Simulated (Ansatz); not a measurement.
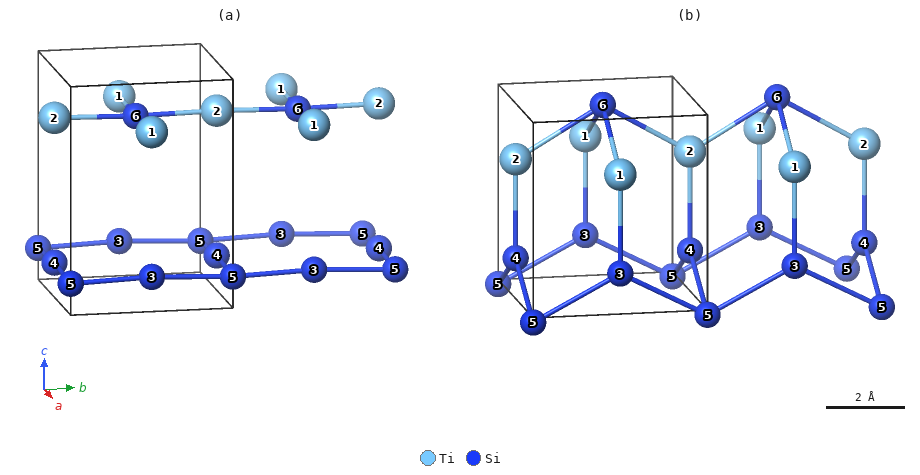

The structure of crystalline TiSi₂ (a generated structure, set up in P4mm) (coarse preliminary run) before (left) and after (right) a relaxation, at one scale.

Style: ball-and-stick. Shown: the cell of the calculation, repeated 1 × 2 × 1 with one cell outlined, slightly off an axis.

Computed with DFT PBE, scalar-relativistic, plane waves, PAW in Ansatz.

Input
```yaml
crystal:
  lattice:
    - [4.24362581, 0.0, 0.0]
    - [0.0, 4.24362581, 0.0]
    - [0.0, 0.0, 6.00695981]
  atoms:
    - { symbol: Ti, position: [0.0, 0.5, 0.78573972] }
    - { symbol: Ti, position: [0.5, 0.0, 0.78573972] }
    - { symbol: Si, position: [0.0, 0.5, 0.15198943] }
    - { symbol: Si, position: [0.5, 0.0, 0.15198943] }
    - { symbol: Si, position: [0.0, 0.0, 0.13781324] }
    - { symbol: Si, position: [0.5, 0.5, 0.7783086] }
basis:
  ecutwfc: 420
kpoints:
  mp_grid: { grid: [4, 4, 4] }
hamiltonian:
  xc: pbe
scf:
  occupations: { method: gaussian, width: 0.1 }
  lower_state_search: "off"
output:
  forces: true
  stress: true
  eigenvalues: true
relax:
  adjacent_minimum: "off"
  f_tol: 0.04
  max_steps: 70
  cell: { stress_tol: 0.4 }
```

Command:
```bash
ansatz run input.yaml --threads 1 --pin off --max-ram 2560MiB --backend cpu --events-out ev --progress --plain --runs-dir out
```

Q: Summarise the run.

A: Si6 moves most relative to the cell: 1.00 Å along +c. By element the largest moves are Si 1.00 Å, Ti 0.37 Å. The drawn cell changes as follows: a = b 4.244 → 4.560 Å (+7.5 %), c 6.007 → 5.135 Å (−14.5 %); the volume changes by −1.3 %. Near-neighbour distances that change, for instance: Ti1–Si3 3.807 → 2.601 Å, Ti1–Si6 2.122 → 2.638 Å, Si3–Si6 3.089 → 2.580 Å, Si3–Si5 2.124 → 2.570 Å. New bonds form, among them: Ti1–Si3 (3.81 → 2.60 Å), Ti2–Si4 (3.81 → 2.60 Å). Among the angles between lasting bonds that change: Si6–Ti2–Si6 177.6° → 119.6°, Ti1–Si6–Ti1 177.6° → 119.6°, Si5–Si3–Si5 175.4° → 125.0°. The space group stays P4mm (No. 99). The energy falls by 1447 meV per atom in 8 accepted moves (9 points after the start). Largest force component: 4.3 eV/Å at the start, 0.017 eV/Å at the end. Pressure: 36.56 GPa at the start and 0.02 GPa at the end. The SCF was repeated once at an unchanged geometry on a basis and grid sized afresh for the cell, which shifted the energy by 0.5 meV per atom at most.

Limits of the set-up: the k-point mesh is coarse for a cell with partly filled bands.
